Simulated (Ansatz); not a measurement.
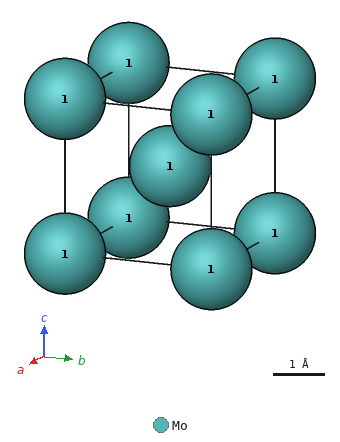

Figure 1. The input geometry (spheres-only view of the cell 2 times as large as that of the calculation, set on its symmetry axes, seen slightly off an axis; atoms are numbered from 1 in the order of the input). An atom can appear more than once, as a periodic image.

## Geometry relaxation of Mo

The run: geometry relaxation of Mo (Im-3m, 1 atom in the cell). Method and program: DFT PBE, scalar-relativistic, plane waves, PAW, no spin polarisation (Ansatz 0.2.0).

The structure derives from an entry of the Crystallography Open Database. Figures and captions count atoms from 1; the log counts them from 0 in places.

## Input
```yaml
crystal:
  lattice:
    - [-1.571, 1.571, 1.571]
    - [1.571, -1.571, 1.571]
    - [1.571, 1.571, -1.571]
  atoms:
    - { symbol: Mo, position: [0.0, 0.0, 0.0] }
basis:
  ecutwfc: 420
kpoints:
  mp_grid: { grid: [18, 18, 18] }
hamiltonian:
  xc: pbe
scf:
  occupations: { method: gaussian, width: 0.1 }
output:
  forces: true
  stress: true
  eigenvalues: true
  write_density: true
  write_potential: true
  elf: true
  volumetric_format: npy
relax:
  adjacent_minimum: "off"
  f_tol: 0.005
  max_steps: 80
  cell: { stress_tol: 0.05 }
```

Command:
```bash
ansatz run input.yaml --threads 8 --pin off --max-ram 20480MiB --backend cpu --events-out ev --progress --plain --runs-dir out
```

## The program's output
```
Engine: ansatz 0.2.0, x86_64-unknown-linux-gnu
Pseudopotentials: kind: paw
Pseudopotential: Mo, paw, valence charge 14, recommended cutoff 420 eV (normal), Mo.paw.azcp
Functional definition: PBE
  parameter kappa = 0.804
  parameter beta = 0.06672455060314922
  exchange = pbe_x(kappa = kappa, mu = beta*pi^2/3)
  correlation = pbe_c(beta = beta)
Crystal: 1 atoms, lattice volume = 15.509 Å³
Basis set: ecut = 420 eV, 321 PW (Γ), exchange–correlation on 40×40×40 points (8 copies of the dense FFT grid, shifted against one another)
Bands: 11, of which v1, the nominal top of the filled ones, is band 7 counted from 1 (6 counted from 0)
Symmetry: 48 space group operations
Space group: Im-3m (ITA 229), of the structure as read, at distance tolerance 2.5e-5 Å
k-points: 195 of 5832
Non-local potential: Mo, projectors of the file, l = 0: 3, l = 1: 2, l = 2: 2, l = 3: 1
PAW form: soft (Blöchl's): semilocal exchange-correlation on the pseudo side does not see the compensation charge
PAW one-centre angular grid: Mo, 590 points (default); XC on 64 Gauss nodes
Initial density: superposition of atomic densities (neutral atoms: chi_scale 0, normalization atom), corrected by the library's trained network
Initial wavefunctions: pseudopotential atomic-orbital guess
Functional: x = pbe(κ = 0.804, μ = 0.2195149727645171), c = pbe(β = 0.06672455060314922)
SCF iter   1: F=—  HF=-4956.017438 eV  |F-HF|=—  |Δ(HF+E_count)|=         —  Δρ=2.98e-3  dr2=6.69e-4  ethr=1.77e-3  ⟨swp⟩=5.0  Hψ=12530  notcnv=0
preconditioner: auto → none  [metal: Δε(μ)=0.010 eV  Ē_g=8.399 eV  σ=0.100 eV  W_gap=0.06  n_scr=0 (ndim 8)  ℏωp=23.1 eV  f_vac=0.000  D(μ)=0.50/eV (n_scr^D=0)]
SCF iter   2: F=—  HF=-4956.017372 eV  |F-HF|=—  |Δ(HF+E_count)|=   6.60e-5  Δρ=1.45e-3  dr2=1.21e-4  ethr=4.78e-6  ⟨swp⟩=2.5  Hψ=4643  notcnv=0
SCF iter   3: F=—  HF=-4956.017383 eV  |F-HF|=—  |Δ(HF+E_count)|=   1.14e-5  Δρ=3.03e-4  dr2=1.02e-5  ethr=8.62e-7  ⟨swp⟩=2.0  Hψ=3482  notcnv=0
SCF iter   4: F=—  HF=-4956.017381 eV  |F-HF|=—  |Δ(HF+E_count)|=   2.19e-6  Δρ=5.70e-5  dr2=1.75e-7  ethr=7.29e-8  ⟨swp⟩=2.2  Hψ=2807  notcnv=0
iter 5 did not close the SCF: its close was put off for the readings that it lacked (scf_convergence_deferred on its scf_iter line)
SCF iter   5: F=-4956.017381 eV  HF=-4956.017381 eV  |F-HF|=2.62e-8  |Δ(HF+E_count)|=   8.51e-9  Δρ=2.46e-5  dr2=3.61e-8  ethr=1.25e-9  ⟨swp⟩=2.0  Hψ=3493  notcnv=0
SCF iter   6: F=-4956.017381 eV  HF=-4956.017381 eV  |F-HF|=2.77e-9  |Δ(HF+E_count)|=   1.35e-8  Δρ=8.80e-6  dr2=4.04e-9  ethr=2.58e-10  ⟨swp⟩=4.8  Hψ=10827  notcnv=0
SCF 1 converged in 6 iterations: F = -4956.017381 eV  dr2 = 4.04e-9
  greatest PAW one-centre occupation: 0.998 electrons in one spin orbital (limit 2), on the Mo atom at site 0 (counted from 0), in its partial waves of l = 0
relax step   1: F+E_penalty+E_count = -4956.01738087 eV  Δ(F+E_penalty+E_count) = +0.000e0 eV  max|allowed force component| = 0.000e0 eV/Å  Δτ_max = 0.0000 Å  P = +4.735 GPa  Ω = 15.509 Å³  (6 SCF iters, dr2 threshold 1.00e-7 eV, accepted)
Crystal: 1 atoms, lattice volume = 16.313 Å³
Initial density: handed on by an earlier stage of this run
Initial wavefunctions: those handed on with the density
iter 1 solved again at ethr=3.58e-6 eV; its pass at ethr=3.10e-3 eV (dr2=5.01e-4 eV) is discarded
SCF iter   1: F=—  HF=-4956.007315 eV  |F-HF|=—  |Δ(HF+E_count)|=         —  Δρ=2.89e-3  dr2=5.31e-4  ethr=3.58e-6  ⟨swp⟩=2.2  Hψ=16262  notcnv=0
preconditioner: auto → none  [metal: Δε(μ)=0.047 eV  Ē_g=7.968 eV  σ=0.100 eV  W_gap=0.26  n_scr=0 (ndim 8)  ℏωp=22.5 eV  f_vac=0.000  D(μ)=0.61/eV (n_scr^D=0)]
SCF iter   2: F=—  HF=-4956.007510 eV  |F-HF|=—  |Δ(HF+E_count)|=   1.96e-4  Δρ=1.48e-3  dr2=1.19e-4  ethr=3.58e-6  ⟨swp⟩=1.0  Hψ=2145  notcnv=0
SCF iter   3: F=—  HF=-4956.007592 eV  |F-HF|=—  |Δ(HF+E_count)|=   8.19e-5  Δρ=2.31e-4  dr2=8.53e-6  ethr=8.48e-7  ⟨swp⟩=2.0  Hψ=3301  notcnv=0
SCF iter   4: F=—  HF=-4956.007591 eV  |F-HF|=—  |Δ(HF+E_count)|=   1.61e-6  Δρ=4.33e-5  dr2=8.11e-8  ethr=7.14e-10  ⟨swp⟩=6.1  Hψ=12626  notcnv=0
SCF iter   5: F=-4956.007591 eV  HF=-4956.007591 eV  |F-HF|=4.57e-9  |Δ(HF+E_count)|=   3.01e-8  Δρ=5.87e-6  dr2=5.28e-9  ethr=5.79e-10  ⟨swp⟩=5.0  Hψ=11376  notcnv=0
SCF 2 converged in 5 iterations: F = -4956.007591 eV  dr2 = 5.28e-9
relax step   2: F+E_penalty+E_count = -4956.00759074 eV  Δ(F+E_penalty+E_count) = +9.790e-3 eV  max|allowed force component| = 0.000e0 eV/Å  Δτ_max = 0.0000 Å  P = -7.965 GPa  Ω = 16.313 Å³  energy of the carried Pulay correction = -2.406e-4 eV  (5 SCF iters, dr2 threshold 1.00e-7 eV, rejected (line search))
Crystal: 1 atoms, lattice volume = 15.800 Å³
iter 1 solved again at ethr=1.55e-6 eV; its pass at ethr=3.10e-3 eV (dr2=2.17e-4 eV) is discarded
SCF iter   1: F=—  HF=-4956.021182 eV  |F-HF|=—  |Δ(HF+E_count)|=         —  Δρ=1.83e-3  dr2=2.09e-4  ethr=1.55e-6  ⟨swp⟩=1.6  Hψ=15891  notcnv=0
preconditioner: auto → none  [metal: Δε(μ)=0.033 eV  Ē_g=8.239 eV  σ=0.100 eV  W_gap=0.18  n_scr=0 (ndim 8)  ℏωp=22.9 eV  f_vac=0.000  D(μ)=0.54/eV (n_scr^D=0)]
SCF iter   2: F=—  HF=-4956.021251 eV  |F-HF|=—  |Δ(HF+E_count)|=   6.90e-5  Δρ=9.37e-4  dr2=4.55e-5  ethr=1.49e-6  ⟨swp⟩=1.0  Hψ=2145  notcnv=0
SCF iter   3: F=—  HF=-4956.021280 eV  |F-HF|=—  |Δ(HF+E_count)|=   2.96e-5  Δρ=1.48e-4  dr2=3.30e-6  ethr=3.25e-7  ⟨swp⟩=2.0  Hψ=3289  notcnv=0
SCF iter   4: F=—  HF=-4956.021280 eV  |F-HF|=—  |Δ(HF+E_count)|=   4.79e-7  Δρ=2.65e-5  dr2=2.82e-8  ethr=2.36e-8  ⟨swp⟩=2.0  Hψ=3161  notcnv=0
SCF iter   5: F=—  HF=-4956.021279 eV  |F-HF|=—  |Δ(HF+E_count)|=   5.37e-7  Δρ=3.66e-6  dr2=1.67e-9  ethr=2.02e-10  ⟨swp⟩=2.0  Hψ=3478  notcnv=0
SCF iter   6: F=-4956.021279 eV  HF=-4956.021279 eV  |F-HF|=2.73e-12  |Δ(HF+E_count)|=  7.33e-10  Δρ=1.98e-7  dr2=3.76e-12  ethr=1.00e-12  ⟨swp⟩=4.0  Hψ=10178  notcnv=0
SCF 3 converged in 6 iterations: F = -4956.021279 eV  dr2 = 3.76e-12
relax step   3: F+E_penalty+E_count = -4956.02127926 eV  Δ(F+E_penalty+E_count) = -3.898e-3 eV  max|allowed force component| = 0.000e0 eV/Å  Δτ_max = 0.0000 Å  P = -0.255 GPa  Ω = 15.800 Å³  energy of the carried Pulay correction = -8.832e-5 eV  (6 SCF iters, accepted)
Crystal: 1 atoms, lattice volume = 15.784 Å³
iter 1 solved again at ethr=1.69e-9 eV; its pass at ethr=3.10e-3 eV (dr2=2.37e-7 eV) is discarded
SCF iter   1: F=—  HF=-4956.021296 eV  |F-HF|=—  |Δ(HF+E_count)|=         —  Δρ=5.68e-5  dr2=1.90e-7  ethr=1.69e-9  ⟨swp⟩=2.2  Hψ=14834  notcnv=0
preconditioner: auto → none  [metal: Δε(μ)=0.029 eV  Ē_g=8.247 eV  σ=0.100 eV  W_gap=0.16  n_scr=0 (ndim 8)  ℏωp=22.9 eV  f_vac=0.000  D(μ)=0.54/eV (n_scr^D=0)]
SCF iter   2: F=-4956.021296 eV  HF=-4956.021296 eV  |F-HF|=2.86e-8  |Δ(HF+E_count)|=   2.99e-8  Δρ=2.92e-5  dr2=4.40e-8  ethr=7.14e-10  ⟨swp⟩=5.8  Hψ=10682  notcnv=0
SCF 4 converged in 2 iterations: F = -4956.021296 eV  dr2 = 4.40e-8
relax step   4: F+E_penalty+E_count = -4956.02129635 eV  Δ(F+E_penalty+E_count) = -1.709e-5 eV  max|allowed force component| = 0.000e0 eV/Å  Δτ_max = 0.0000 Å  P = +0.004 GPa  Ω = 15.784 Å³  energy of the carried Pulay correction = -8.358e-5 eV  (2 SCF iters, dr2 threshold 1.00e-7 eV, accepted)
Initial wavefunctions: pseudopotential atomic-orbital guess (no wavefunctions were taken with the density)
iter 1 solved again at ethr=2.48e-8 eV; its pass at ethr=3.10e-3 eV (dr2=3.47e-6 eV) is discarded
SCF iter   1: F=—  HF=-4956.021376 eV  |F-HF|=—  |Δ(HF+E_count)|=         —  Δρ=5.70e-5  dr2=8.17e-8  ethr=2.48e-8  ⟨swp⟩=3.2  Hψ=18917  notcnv=0
SCF iter   2: F=—  HF=-4956.021377 eV  |F-HF|=—  |Δ(HF+E_count)|=   5.18e-7  Δρ=2.89e-5  dr2=2.12e-8  ethr=5.84e-10  ⟨swp⟩=1.1  Hψ=2291  notcnv=0
SCF iter   3: F=—  HF=-4956.021377 eV  |F-HF|=—  |Δ(HF+E_count)|=   2.37e-8  Δρ=2.24e-6  dr2=8.48e-10  ethr=1.51e-10  ⟨swp⟩=2.0  Hψ=2836  notcnv=0
SCF iter   4: F=-4956.021377 eV  HF=-4956.021377 eV  |F-HF|=1.82e-12  |Δ(HF+E_count)|=  3.16e-10  Δρ=4.19e-7  dr2=8.08e-12  ethr=1.00e-12  ⟨swp⟩=3.9  Hψ=9910  notcnv=0
SCF 5 converged in 4 iterations: F = -4956.021377 eV  dr2 = 8.08e-12
relax step   5: F+E_penalty+E_count = -4956.02137671 eV  Δ(F+E_penalty+E_count) = -8.037e-5 eV  max|allowed force component| = 0.000e0 eV/Å  Δτ_max = 0.0000 Å  P = +0.000 GPa  Ω = 15.784 Å³  stress off target by 8.00e-5 GPa  SCF on the basis re-selected at this cell (its energy is not comparable with the rows above)  (4 SCF iters)
```

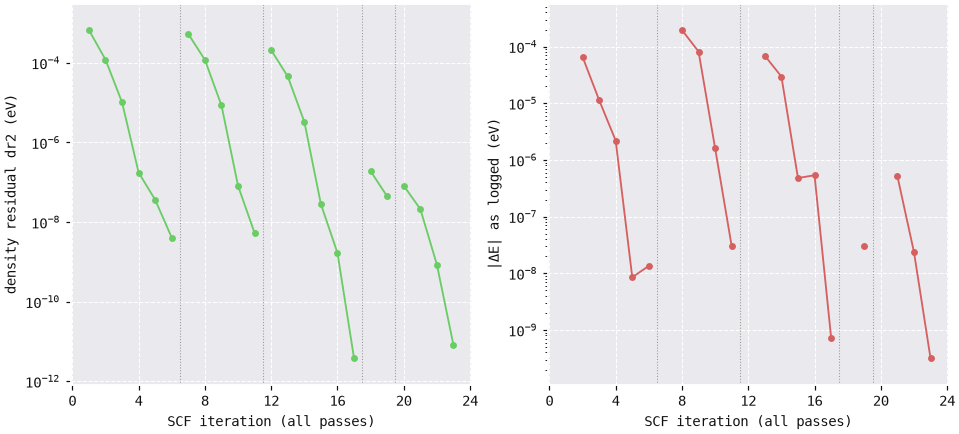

Figure 2. Convergence of the self-consistent field: density residual dr2 and size of the energy change against the SCF iteration. The dotted lines part the SCF passes of the relaxation: geometry steps, rejected trials and re-solves on a re-selected basis. The 5 passes take 2 to 6 iterations each, 23 in all.

```
basis re-selected at this cell: Δ(F+E_penalty+E_count) = -8.037e-5 eV, ΔP = -0.004 GPa vs the last step (what re-selecting the basis moved, of the pressure what is left beyond the Pulay correction that the steps carried, after the strain that the cell walked since its last selection, with what the two solves' SCF thresholds leave and, on support functions, any second-order correction that the steps lacked; it is no measure of the basis error at this ecutwfc). This SCF's stress stands 8.00e-5 GPa from its target on what of the cell is left free (relax.cell.stress_tol is 5.00e-2 GPa) and its largest allowed force component is 0.00e0 eV/Å (relax.f_tol is 5.00e-3 eV/Å): within both
SCF converged after 4 iterations
Free energy (F): -4956.021377 eV
Harris-Foulkes:  -4956.021377 eV  (|F-HF|=1.82e-12)
Internal energy: -4956.018696 eV  (E = F + TS)
E sigma→0 (E₀):  -4956.020036 eV
Entropy (-TS):   -0.002680 eV (-2.680 meV/atom)
Fermi energy:    20.885895 eV
--- Per-component energies (eV) ---
  E_band       = -58.033840
  E_kinetic    = 440.622229
  E_local      = -790.773597  (includes V_loc(G=0)·N_el)
  E_nonlocal   = 142.546954
  E_hartree    = 261.206427
  E_xc         = -183.492850
  E_vxc        = -229.014252  (∫ρ·V_xc dr)
  E_paw        = -3201.176426  (= ΣΔE_a)
  E_vpaw       = -143.828084  (= ΣTr[D̂ρ^β])
  E_aug_tail   = 0.000042  (compensation charges beyond the density's cutoff)
  E_ewald      = -1624.951475
  E_smearing   = -0.002680  (= −TS)
  E_closure    = 0.000000  (closes the sum)
  Σ components = -4956.021377   (vs F -4956.021377, Δ=0.00e0)
--- Forces (eV/Å), atoms counted from 1 ---
  atom   1  Mo    -0.00000000     0.00000000    -0.00000000
  max |Σ_I F_I| component: 6.16e-32 eV/Å
--- Stress (GPa, compression-positive) ---
        0.000080      -0.000000       0.000000
       -0.000000       0.000080       0.000000
        0.000000      -0.000000       0.000080
  P = ⅓ Tr σ = 0.0001 GPa (0.001 kbar)
--- Band table (eV; the first three rows and the last of 195) ---
  k-point 0: bands = ["-40.4132", "-13.6948", "-13.6948", "-13.6948", "13.6730", "19.5226", "19.5226", "19.5226", "22.5099", "22.5099", "35.5488"]
  k-point 1: bands = ["-40.4057", "-13.7386", "-13.7083", "-13.6951", "13.8086", "19.4464", "19.5107", "19.6493", "22.3965", "22.5119", "35.6494"]
  k-point 2: bands = ["-40.3840", "-13.8637", "-13.7471", "-13.6960", "14.1957", "19.2346", "19.4577", "20.0242", "22.1460", "22.5232", "35.8898"]
  k-point 194: bands = ["-39.9798", "-14.6315", "-14.6315", "-14.6315", "15.5080", "15.5080", "24.7889", "24.7889", "24.7889", "29.8441", "29.8441"]
--- Relaxed structure (4 steps of the walk, 3 accepted, 1 SCFs on fresh bases) ---
  F+E_penalty+E_count = -4956.02137671 eV   max|allowed force component| = 0.000e0 eV/Å   (the final SCF, on the basis selected at the relaxed cell)
  cell:  # Å, volume = 15.7838 Å³
    - [-1.5802194354746777, 1.5802194354746777, 1.5802194354746777]
    - [1.5802194354746777, -1.5802194354746777, 1.5802194354746777]
    - [1.5802194354746777, 1.5802194354746777, -1.5802194354746777]
  atoms:
    - { symbol: Mo, position: [0.0, 0.0, 0.0] }
```

## Trajectory as extended XYZ (Å, eV, eV/Å), 5 frames, from step=1 to step=5
```
1
Lattice="-1.5710 1.5710 1.5710 1.5710 -1.5710 1.5710 1.5710 1.5710 -1.5710" Properties=species:S:1:pos:R:3:forces:R:3 step=1 energy=-4956.01738 pressure_GPa=4.74
Mo    0.0000    0.0000    0.0000    0.0000   0.0000   0.0000
1
Lattice="-1.5977 1.5977 1.5977 1.5977 -1.5977 1.5977 1.5977 1.5977 -1.5977" Properties=species:S:1:pos:R:3:forces:R:3 step=2 energy=-4956.00759 pressure_GPa=-7.96 accepted=F
Mo    0.0000    0.0000    0.0000    0.0000   0.0000   0.0000
1
Lattice="-1.5807 1.5807 1.5807 1.5807 -1.5807 1.5807 1.5807 1.5807 -1.5807" Properties=species:S:1:pos:R:3:forces:R:3 step=3 energy=-4956.02128 pressure_GPa=-0.25
Mo    0.0000    0.0000    0.0000    0.0000   0.0000   0.0000
1
Lattice="-1.5802 1.5802 1.5802 1.5802 -1.5802 1.5802 1.5802 1.5802 -1.5802" Properties=species:S:1:pos:R:3:forces:R:3 step=4 energy=-4956.02130 pressure_GPa=0.00
Mo    0.0000    0.0000    0.0000    0.0000   0.0000   0.0000
1
Lattice="-1.5802 1.5802 1.5802 1.5802 -1.5802 1.5802 1.5802 1.5802 -1.5802" Properties=species:S:1:pos:R:3:forces:R:3 step=5 energy=-4956.02138 pressure_GPa=0.00
Mo    0.0000    0.0000    0.0000    0.0000   0.0000   0.0000
```

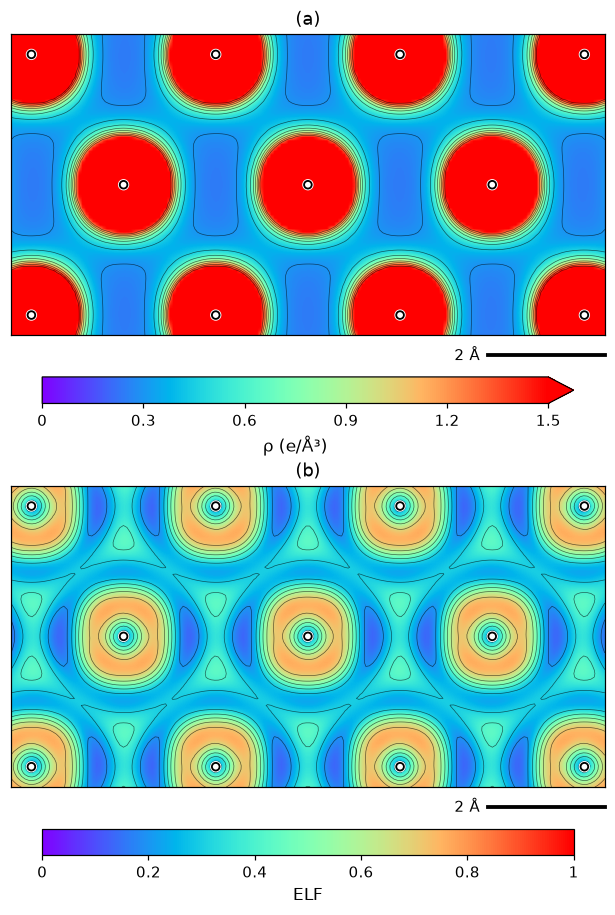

Figure 3. (a) valence pseudo-density; (b) ELF on the (011̄) plane of the conventional cell. Circles mark the nuclei in the plane (Mo). Mo–Mo (2.74 Å): ρ is about 0.37 e/Å³ halfway; the ELF is about 0.30 at the midpoint (no localised pair between them). Away from the nuclei the density in this plane falls to 0.24 e/Å³ at its lowest. The strong features right at Mo lie inside the PAW spheres (semicore, d or f shells) and say nothing about bonding. In a PAW calculation such maps are meaningful between the atoms, not at the nuclei.

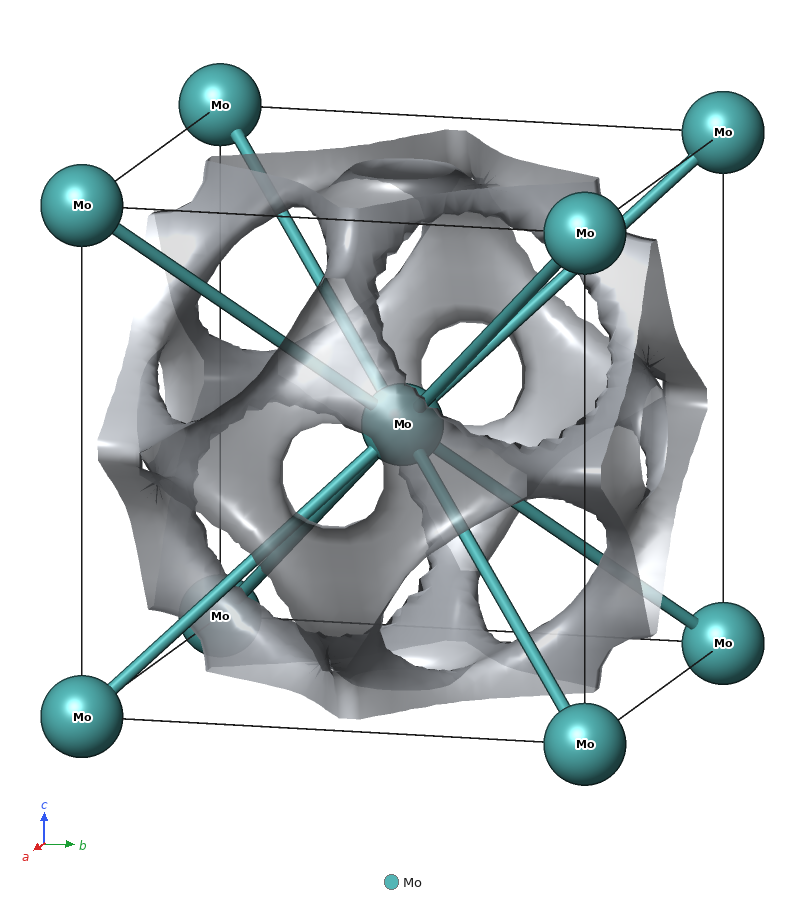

Figure 4. Isosurface of the electron localisation function at 0.4 (grey), seen slightly off an axis. Only the valence region is drawn (cores and ρ < 0.01 e/Å³ removed). Sticks mark near contacts. The outline is the cell set on symmetry axes. Along the contacts the grid gives the following. Mo–Mo (2.74 Å): the ELF is about 0.30 at the midpoint; no localised pair between them.

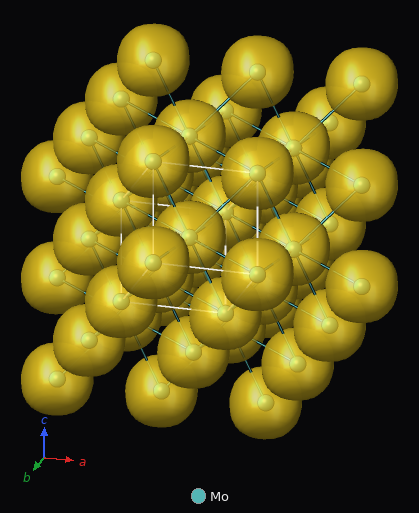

Figure 5. Isosurface of the valence pseudo-density at 0.5 e/Å³ (yellow), seen at an oblique angle. Sticks mark near contacts. The outline is the cell set on symmetry axes. At this value the density breaks into separate islands; it holds about 75 % of the electrons treated as valence (semicore included). It is pinched off along the Mo–Mo (2.74 Å) contacts. On the grid the lowest density along these lines, outside the cores, is 0.37 e/Å³ (Mo–Mo, 2.74 Å).

## Results in brief

| quantity | value |
| --- | --- |
| outcome | converged |
| space group (tolerance 0.01 Å) | Im-3m (229) |
| electrons treated | 14 |
| free energy | −4956.0214 eV |
| Fermi energy | 20.886 eV |
| gap on the k-point mesh | none (metallic) |
| pressure | 0.00 GPa |
| final volume | 15.78 Å³ |
| largest force (length of the vector) at the end | under 0.001 eV/Å |
| final cell | a = 2.737 Å, b = 2.737 Å, c = 2.737 Å, α = 109.47°, β = 109.47°, γ = 109.47° |
| hardware | 8 threads of Intel Xeon @ 2.50GHz (Skylake/Cascade Lake), 189 GiB of memory available, shared host |
| wall time | 5.1 s (CPU time 25 s) |
| peak memory | 0.37 GiB |
